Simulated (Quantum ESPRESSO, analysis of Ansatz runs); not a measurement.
# A hop of F in MgF2 (P4_2/mnm), charge −1 (Quantum ESPRESSO), part 3 of 3

Wanted: path and barrier of a jump of F in MgF2 (P4_2/mnm) at charge −1. The case: F_i by the interstitialcy path, in a cell of 72 host atoms with 1 F put in.

Quantum ESPRESSO 7.5; Quantum ESPRESSO plane-wave DFT, PBEsol, GBRV 1.5 PBEsol potentials; nudged elastic band between two relaxed defect structures at fixed charge in a uniform background.

So far: The starting structure; Relaxation of the start point, charge −1; Relaxation of the end point, charge −1.

### Step 4. Nudged elastic band, charge −1

3 movable images are laid between the ends by interpolation. Each image feels the true force across the path and a spring force along it. The highest image is set to climb to the top of the path.

This step: Quantum ESPRESSO plane-wave DFT, PBEsol, GBRV 1.5 PBEsol potentials; nudged elastic band between two relaxed defect structures at fixed charge in a uniform background.

neb.in reads:

```
BEGIN
BEGIN_PATH_INPUT
&PATH
  restart_mode = 'from_scratch'
  string_method = 'neb'
  nstep_path = 45
  ds = 1.5
  opt_scheme = 'broyden'
  num_of_images = 5
  k_max = 0.3
  k_min = 0.2
  CI_scheme = 'auto'
  path_thr = 0.06
/
END_PATH_INPUT
BEGIN_ENGINE_INPUT
&CONTROL
  prefix = 'pwscf'
  outdir = './tmp'
  pseudo_dir = './pseudo'
  disk_io = 'low'
/
&SYSTEM
  ibrav = 0
  nat = 73
  ntyp = 2
  ecutwfc = 36
  ecutrho = 288
  nbnd = 296
  occupations = 'fixed'
  tot_charge = -1
  nosym = .true.
/
&ELECTRONS
  conv_thr = 7d-08
  electron_maxstep = 100
  mixing_beta = 0.5
/
ATOMIC_SPECIES
Mg    24.3050 mg_pbesol_v1.4.uspp.F.UPF
F     18.9984 f_pbesol_v1.4.uspp.F.UPF
CELL_PARAMETERS angstrom
   9.1949209707    0.0000000000    0.0000000000
   0.0000000000    9.1949209707    0.0000000000
   0.0000000000    0.0000000000    9.1306547926
BEGIN_POSITIONS
FIRST_IMAGE
ATOMIC_POSITIONS crystal
Mg     0.2573385814    0.2700493459    0.1668620279
Mg     0.0011472317   -0.0038490189    0.0035173300
F      0.3647381323    0.3284533312   -0.0170215962
F      0.3965584097    0.1001978399    0.1664713570
F      0.1508334657    0.1516843884    0.0025730354
F      0.0763450840    0.3887598034    0.1662902600
Mg     0.2475908798    0.2423006919    0.5012397619
Mg     0.0009985139   -0.0040118691    0.3293933423
F      0.3661122180    0.3261442000    0.3509962556
F      0.3960292620    0.0877571923    0.5065924015
F      0.1504753639    0.1517831559    0.3304904999
F      0.0981758134    0.3980313465    0.4961577683
Mg     0.2477842408    0.2428004878    0.8321843356
Mg    -0.0071994158    0.0029043961    0.6664410869
F      0.3428603416    0.3470302029    0.6665317142
F      0.3967931382    0.0888345454    0.8267493050
F      0.1441715557    0.1514844656    0.6667982547
F      0.0979068272    0.3979651597    0.8364944771
Mg     0.2649621771    0.7308846152    0.1664655121
Mg    -0.0061688357    0.5002957075    0.0003358450
F      0.3414777788    0.8514714652   -0.0035680449
F      0.4854722585    0.6767485928    0.1640264640
F      0.1461165743    0.6521619423   -0.0025583831
F      0.1016599365    0.8946784271    0.1664829186
Mg     0.2451043932    0.7504497490    0.4996521705
Mg    -0.0059963043    0.5003591546    0.3323637393
F      0.3426862637    0.8503134992    0.3361208564
F      0.3970667894    0.5986778081    0.4964787525
F      0.1451088659    0.6532239176    0.3358527849
F      0.0945178952    0.9024281578    0.5029900065
Mg     0.2449141814    0.7503309563    0.8332745958
Mg     0.0036919197    0.4936123976    0.6663024584
F      0.3477762376    0.8425495702    0.6665940704
F      0.3973770164    0.5990723759    0.8364698154
F      0.1520125779    0.6480891790    0.6663259371
F      0.0940155453    0.9019745835    0.8298982076
Mg     0.7467926454    0.2487640412    0.1664599303
Mg     0.4943407500    0.0020656117    0.0005198858
F      0.8425828657    0.3486732555   -0.0020986493
F      0.8981708146    0.0962189415    0.1664707934
F      0.6458401165    0.1537879968   -0.0020130235
F      0.5958251840    0.4019033692    0.1664817450
Mg     0.7448503919    0.2509678927    0.4998440170
Mg     0.4943841346    0.0022749649    0.3326586309
F      0.8426223794    0.3487885078    0.3349134591
F      0.8977359422    0.0980150824    0.4964206179
F      0.6459327279    0.1538579440    0.3350707911
F      0.5961572604    0.4028248620    0.5035370170
Mg     0.7446790181    0.2508497795    0.8331265173
Mg     0.5017838507   -0.0087823815    0.6666336992
F      0.8493045935    0.3443877561    0.6665433614
F      0.8976029530    0.0979270555    0.8364688624
F      0.6504786450    0.1468153279    0.6663983068
F      0.5956667727    0.4024070341    0.8295476156
Mg     0.7296085190    0.7416077181    0.1660747421
Mg     0.4925295933    0.5049623824    0.0068782488
F      0.8462254122    0.8457804957    0.0017744506
F      0.8963314537    0.5990362086    0.1664325391
F      0.6682642397    0.6337394473   -0.0153706520
F      0.6065795829    0.9189074153    0.1665941353
Mg     0.7527157404    0.7483422165    0.5002993534
Mg     0.4918202003    0.5040929902    0.3261257562
F      0.8462218004    0.8454205542    0.3309414872
F      0.9058716938    0.5979711803    0.5054498569
F      0.6661571186    0.6348352787    0.3473504939
F      0.5977631448    0.8981427139    0.4961024644
Mg     0.7532411283    0.7485734566    0.8321125890
Mg     0.4957146823    0.5003566757    0.6665147952
F      0.8448374612    0.8510303827    0.6661108079
F      0.9067521663    0.5985373339    0.8270941324
F      0.6481540761    0.6539369173    0.6664021576
F      0.5976605054    0.8978735644    0.8370763472
F      0.3183125329    0.5035943049    0.1689911705
INTERMEDIATE_IMAGE
ATOMIC_POSITIONS crystal
Mg     0.2545254579    0.2627835331    0.1667485690
Mg    -0.0005922585   -0.0020739042    0.0026638389
[... 71 atom lines left out ...]
INTERMEDIATE_IMAGE
ATOMIC_POSITIONS crystal
Mg     0.2528461205    0.2564106405    0.1666609977
Mg    -0.0021701473   -0.0004206686    0.0019095451
[... 71 atom lines left out ...]
INTERMEDIATE_IMAGE
ATOMIC_POSITIONS crystal
Mg     0.2508257742    0.2527353565    0.1665882989
Mg    -0.0037544981    0.0011979826    0.0011581538
[... 71 atom lines left out ...]
LAST_IMAGE
ATOMIC_POSITIONS crystal
Mg     0.2468787566    0.2497744987    0.1665075979
Mg    -0.0054749358    0.0029765432    0.0003673167
F      0.3423760002    0.3499016229   -0.0020667814
[... 1 atom line left out ...]
F      0.1460268688    0.1545811941   -0.0019209835
F     -0.1825361214    0.5038034446    0.1627238245
[... 2 atom lines left out ...]
F      0.3422965422    0.3497409145    0.3352451618
[... 1 atom line left out ...]
F      0.1459556295    0.1544147632    0.3347254776
[... 7 atom lines left out ...]
Mg     0.2301353423    0.7421739309    0.1670758083
Mg    -0.0084905583    0.5045405754    0.0067769110
[... 2 atom lines left out ...]
F      0.1654242738    0.6359635111   -0.0139804438
[... 2 atom lines left out ...]
Mg    -0.0074057650    0.5058111470    0.3261038166
[... 2 atom lines left out ...]
F      0.1686587524    0.6342271132    0.3483420887
[... 43 atom lines left out ...]
F      0.0957837923    0.4028024029    0.1664860145
END_POSITIONS
K_POINTS gamma
END_ENGINE_INPUT
END
```

Run with:

```bash
OMP_NUM_THREADS=1 mpirun -n 4 neb.x -ni 2 -inp neb.in > neb.out
```

The program printed:

```text
[shortened: banners, details of potentials and solvers, and blank lines are left out]
[banner, memory and clock lines left out]
     path-images division:  nimage    =       2
     initial path length           =  7.5582 bohr
     initial inter-image distance  =  1.8895 bohr
     string_method                 =    neb
     restart_mode                  =    from_scratch
     opt_scheme                    =    broyden
     num_of_images                 =    5
     nstep_path                    =    45
     CI_scheme                     =    auto
     first_last_opt                =    F
     use_freezing                  =    F
     ds                            =    1.5000 a.u.
     k_max                         =    0.3000 a.u.
     k_min                         =    0.2000 a.u.
     path_thr                      =    0.0600 eV / A
     ------------------------------ iteration   1 ------------------------------
     activation energy (->) =   3.166212 eV
     activation energy (<-) =   3.165640 eV
     image        energy (eV)        error (eV/A)        frozen
         1     -73340.6026666            0.023319            T
         2     -73339.0063960            2.472190            F
         3     -73337.4364550            3.889427            F
         4     -73338.8095167            3.707666            F
         5     -73340.6020948            0.022926            T
     climbing image =  3
     path length          =  7.558 bohr
[...]
------------------------------ iteration   3 ------------------------------
     activation energy (->) =   1.888652 eV
     activation energy (<-) =   1.888080 eV
     image        energy (eV)        error (eV/A)        frozen
         1     -73340.6026666            0.023319            T
         2     -73339.5192085            1.026586            F
         3     -73338.7140149            1.031893            F
         4     -73339.4022447            0.532240            F
         5     -73340.6020948            0.022926            T
     climbing image =  3
     path length          =  7.802 bohr
[...]
------------------------------ iteration   5 ------------------------------
     activation energy (->) =   1.364142 eV
     activation energy (<-) =   1.363570 eV
     image        energy (eV)        error (eV/A)        frozen
         1     -73340.6026666            0.023319            T
         2     -73339.8536379            0.489947            F
         3     -73339.2385250            0.509893            F
         4     -73339.6954403            0.356467            F
         5     -73340.6020948            0.022926            T
     climbing image =  3
     path length          =  8.157 bohr
[...]
------------------------------ iteration   7 ------------------------------
     activation energy (->) =   0.995514 eV
     activation energy (<-) =   0.994942 eV
     image        energy (eV)        error (eV/A)        frozen
         1     -73340.6026666            0.023319            T
         2     -73340.0865295            0.474997            F
         3     -73339.6071531            0.480006            F
         4     -73339.8817255            0.233606            F
         5     -73340.6020948            0.022926            T
     climbing image =  3
     path length          =  8.657 bohr
[...]
------------------------------ iteration   9 ------------------------------
     activation energy (->) =   0.883325 eV
     activation energy (<-) =   0.882753 eV
     image        energy (eV)        error (eV/A)        frozen
         1     -73340.6026666            0.023319            T
         2     -73340.2013143            0.468017            F
         3     -73339.7193413            0.424407            F
         4     -73339.9510526            0.230213            F
         5     -73340.6020948            0.022926            T
     climbing image =  3
     path length          =  8.966 bohr
[...]
------------------------------ iteration  11 ------------------------------
     activation energy (->) =   0.860138 eV
     activation energy (<-) =   0.859566 eV
     image        energy (eV)        error (eV/A)        frozen
         1     -73340.6026666            0.023319            T
         2     -73340.3017442            0.398588            F
         3     -73339.7425290            0.440724            F
         4     -73340.0215438            0.280790            F
         5     -73340.6020948            0.022926            T
     climbing image =  3
     path length          =  9.266 bohr
[...]
------------------------------ iteration  13 ------------------------------
     activation energy (->) =   0.885204 eV
     activation energy (<-) =   0.884632 eV
     image        energy (eV)        error (eV/A)        frozen
         1     -73340.6026666            0.023319            T
         2     -73340.3942712            0.323292            F
         3     -73339.7174626            0.263829            F
         4     -73340.0883344            0.158009            F
         5     -73340.6020948            0.022926            T
     climbing image =  3
     path length          =  9.623 bohr
[...]
------------------------------ iteration  15 ------------------------------
     activation energy (->) =   0.898079 eV
     activation energy (<-) =   0.897507 eV
     image        energy (eV)        error (eV/A)        frozen
         1     -73340.6026666            0.023319            T
         2     -73340.4547504            0.229610            F
         3     -73339.7045876            0.145536            F
         4     -73340.1323704            0.099312            F
         5     -73340.6020948            0.022926            T
     climbing image =  3
     path length          =  9.861 bohr
[...]
------------------------------ iteration  17 ------------------------------
     activation energy (->) =   0.898990 eV
     activation energy (<-) =   0.898418 eV
     image        energy (eV)        error (eV/A)        frozen
         1     -73340.6026666            0.023319            T
         2     -73340.5094453            0.124338            F
         3     -73339.7036764            0.089741            F
         4     -73340.1740471            0.062740            F
         5     -73340.6020948            0.022926            T
     climbing image =  3
     path length          = 10.086 bohr
[...]
------------------------------ iteration  19 ------------------------------
     activation energy (->) =   0.895748 eV
     activation energy (<-) =   0.895176 eV
     image        energy (eV)        error (eV/A)        frozen
         1     -73340.6026666            0.023319            T
         2     -73340.5404577            0.091096            F
         3     -73339.7069186            0.045983            F
         4     -73340.1995484            0.039930            F
         5     -73340.6020948            0.022926            T
     climbing image =  3
     path length          = 10.243 bohr
[...]
------------------------------ iteration  21 ------------------------------
     activation energy (->) =   0.891635 eV
     activation energy (<-) =   0.891063 eV
     image        energy (eV)        error (eV/A)        frozen
         1     -73340.6026666            0.023319            T
         2     -73340.5553322            0.074580            F
         3     -73339.7110316            0.035819            F
         4     -73340.2096917            0.028408            F
         5     -73340.6020948            0.022926            T
     climbing image =  3
     path length          = 10.306 bohr
[...]
------------------------------ iteration  23 ------------------------------
     activation energy (->) =   0.887881 eV
     activation energy (<-) =   0.887309 eV
     image        energy (eV)        error (eV/A)        frozen
         1     -73340.6026666            0.023319            T
         2     -73340.5700611            0.066285            F
         3     -73339.7147859            0.056590            F
         4     -73340.2157075            0.017198            F
         5     -73340.6020948            0.022926            T
     climbing image =  3
     path length          = 10.370 bohr
[...]
------------------------------ iteration  25 ------------------------------
     activation energy (->) =   0.886624 eV
     activation energy (<-) =   0.886052 eV
     image        energy (eV)        error (eV/A)        frozen
         1     -73340.6026666            0.023319            T
         2     -73340.5800743            0.051884            F
         3     -73339.7160425            0.063566            F
         4     -73340.2153315            0.031038            F
         5     -73340.6020948            0.022926            T
     climbing image =  3
     path length          = 10.430 bohr
[...]
------------------------------ iteration  27 ------------------------------
     activation energy (->) =   0.886727 eV
     activation energy (<-) =   0.886155 eV
     image        energy (eV)        error (eV/A)        frozen
         1     -73340.6026666            0.023319            T
         2     -73340.5870698            0.039134            F
         3     -73339.7159397            0.055754            F
         4     -73340.2105183            0.030496            F
         5     -73340.6020948            0.022926            T
     climbing image =  3
     path length          = 10.488 bohr
     inter-image distance =  2.622 bohr
     neb: convergence achieved in  27 iterations
```

Run time: 60 min. Hardware: 4 MPI ranks of Arm Neoverse V1, shared host; peak memory 2.5 GiB.

Images along the path:

```
image  path (Å)  energy (eV)       F6: x, y, z (Å)
    0     0.000       0.0000   0.702, 3.575, 1.518
    1     2.067       0.0156  -0.047, 2.988, 1.509
    2     3.713       0.8867  -0.918, 3.731, 1.520
    3     4.540       0.3921  -1.328, 4.142, 1.517
    4     5.550       0.0006  -1.678, 4.632, 1.486
```

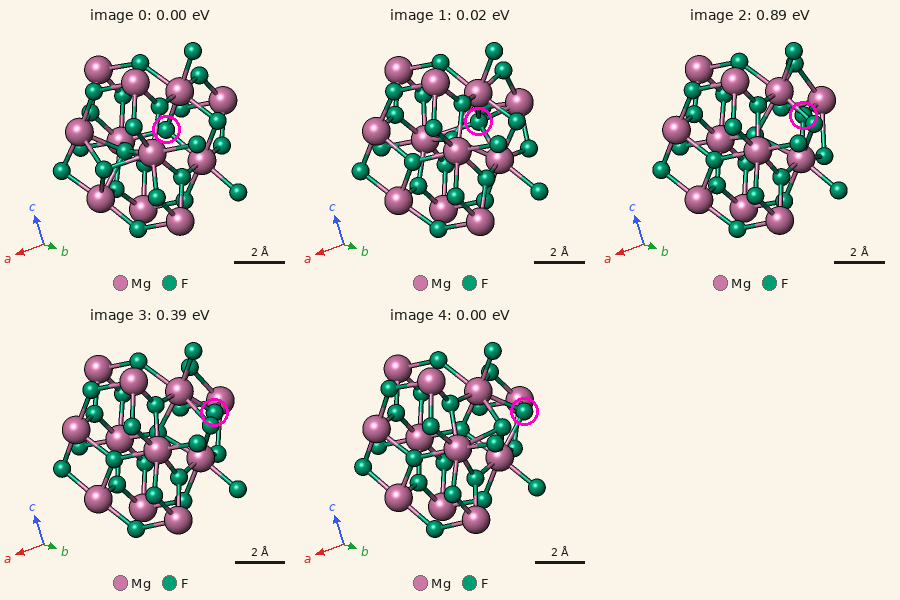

Images along the path; F6 is ringed.

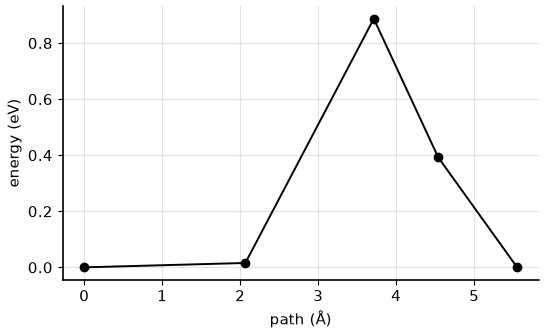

Energy along the path.

This step gave:

| Quantity | Value |
| --- | --- |
| barrier forward | 0.8867 eV |
| barrier backward | 0.8862 eV |
| end less start | 5.72e-4 eV |
| hop length | 2.246 Å |

The band met its tolerance of 0.06 eV/Å after 27 iterations, with image 2 on top (the start counts as 0). F6, which moves farthest between the ends, has 3 Mg at 1.98 Å nearest at the start and 3 Mg at 1.87 to 1.93 Å and 2 F at 2.14 Å at the top. In at least one step between neighbouring images a covalent bond changes partner or an atom goes far. The images sample such a step coarsely, so the top may lie higher.

### Step 5. Outcome

| Item | Value |
| --- | --- |
| barrier forward | 0.89 eV (in doubt, see below) |
| barrier backward | 0.89 eV |
| end less start | 0.00 eV |
| hop length | 2.25 Å |
| band iterations, as the log counts them | 27 |

**Reading.** The top of the band lies 0.89 eV above the start and 0.89 eV above the end. In at least one step between neighbouring images a covalent bond changes partner or an atom goes far. The images sample such a step coarsely, so the top may lie higher. At the top F6 stands 1.87 Å from its nearest Mg, 0.11 Å closer than at the start. The move is shared: F6 goes 2.61 Å and F73, whose hop length is listed, 2.25 Å. The order of the top as a saddle was not checked for all atoms, so a bent path could be lower. No image-charge correction is applied; it largely cancels along a path if the charge stays localised alike. What this leaves open: sampling at the zone centre alone can move energies of charged and open-shell states by tenths of an eV or more in cells of this size. The cutoff of 36 Ry is under the 40 Ry advised for these potentials.

[Logs are printed without paths, hosts, clocks, repeated set-up lines and the standing remarks that a program may print on its own settings, such as how far it seeks lower states.]

[Hosts, paths, dates, database ids (printed as entryN), source tags and the programs' standing remarks are cut or masked in the printed files.]
